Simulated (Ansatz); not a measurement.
System: Sb, space group Im-3m (No. 229).

The given structure:
```
Sb
1.0
    -1.87134    1.87134    1.87134
     1.87134   -1.87134    1.87134
     1.87134    1.87134   -1.87134
Sb
1
Direct
  0.00000 0.00000 0.00000
```

Calculation (Ansatz 0.2.0): periodic Kohn-Sham DFT of a crystal at fixed atoms, scaled to the stated factor times the given cell; pressure positive in compression. Level: r2SCAN.

- method: frozen-core PAW
- relativity: scalar
- k mesh: 12×12×12
- occupations: Fermi–Dirac
- smearing width: 0.08 eV
- wave cutoff: 500 eV
- PAW set: soft_2

V(given) is 26.21 Å³/atom.

Predict the pressure against V/V(given). The V/V(given) takes the values 0.950, 0.975, 1.000, 1.025, 1.050.

The pressure falls from 6.133 GPa at V/V(given) 0.950 to −1.256 GPa at 1.050, and changes sign near 1.029. The volume at zero pressure from a fit of the pressures is 27 Å³/atom. The bulk modulus from that fit is 63.7 GPa.

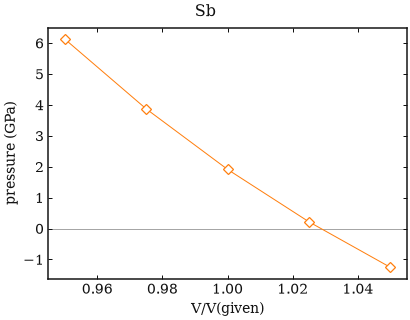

Caveats: PAW files made with PBE; no spin-orbit coupling on heavy atoms.
